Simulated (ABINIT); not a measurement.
## ZnS (F-43m): refractive index against wavelength

The refractive index of ZnS (F-43m) below the direct gap (1.86 eV on the mesh) is read from one computed spectrum, n = √(Re ε).

The structure is cubic, space group F-43m (No. 216). The conventional cell has a = 5.404 Å, b = 5.404 Å, c = 5.404 Å, α = 90.00°, β = 90.00°, γ = 90.00°. Zn on site c is surrounded by 4 S at 2.34 Å. Around S on site a lie 4 Zn at 2.34 Å.

Method: ABINIT 10.8.3, LDA, independent particles, k-mesh 11×11×11, Lorentzian half width 0.04 eV.

Launch of the response step: `optic optic.abi`. The run took 2.3 min, its band step included, on 4 threads of AMD EPYC (Zen 3) (shared host).

```
wavelength (nm)  photon energy E (eV)       n
           3000                 0.413  2.5884
           2000                 0.620  2.5984
           1550                 0.800  2.6109
           1310                 0.946  2.6241
           1064                 1.165       ?
```

In the single-oscillator model n² − 1 = E₀E_d/(E₀² − E²), so 1/(n² − 1) = E₀/E_d − E²/(E₀E_d) is linear in E².

Working, on the rows shown:

| x = E² (eV²) | y = 1/(n² − 1) |
| --- | --- |
| 0.170801 | 0.175444 |
| 0.384302 | 0.173862 |
| 0.639837 | 0.171916 |
| 0.895757 | 0.169898 |

Means: x̄ = 0.52267, ȳ = 0.17278. Σ(x − x̄)(y − ȳ) = -0.002264, Σ(x − x̄)² = 0.2959. Slope = -0.002264 / 0.2959 = -0.007651; intercept = ȳ − slope · x̄ = 0.17678. Turned back into n, the line misses the rows shown by at most 0.00021.

Task: Fill in the last column of the withheld row.

Result: At x = 1.3578 the line gives y = 0.16639, that is 2.6476. The run gave 2.6500, so the extrapolation is off by 0.0024, 4 % of the range in the table.

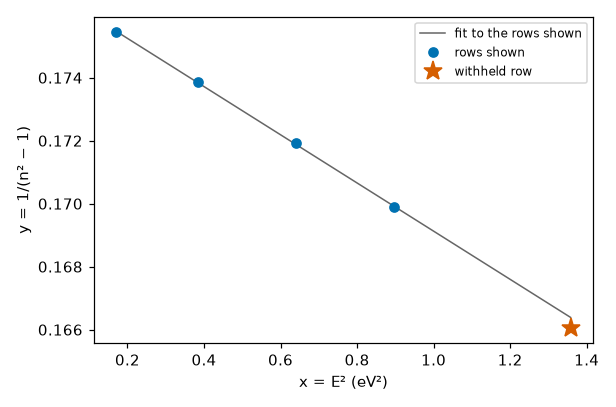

Refitted with all rows, the slope is -0.007922 and the intercept 0.1769. These give E₀ = √(intercept/−slope) = 4.73 eV and E_d = E₀/intercept = 26.7 eV; E₀ is 2.5 times the direct gap. The electronic limit at long wavelengths, without lattice vibrations, is n = √(1 + 1/intercept) = 2.579. The cell comes from an older database entry, whose edges can be off by a per cent or so. Excitons are left out and so are local fields; LDA gaps are as a rule too small. The values come from a sum over the points of one k-mesh and carry its error, which grows as the direct gap shrinks.

[Logs are printed without paths, hosts, clocks, repeated set-up lines and the standing remarks that a program may print on its own settings, such as how far it seeks lower states.]
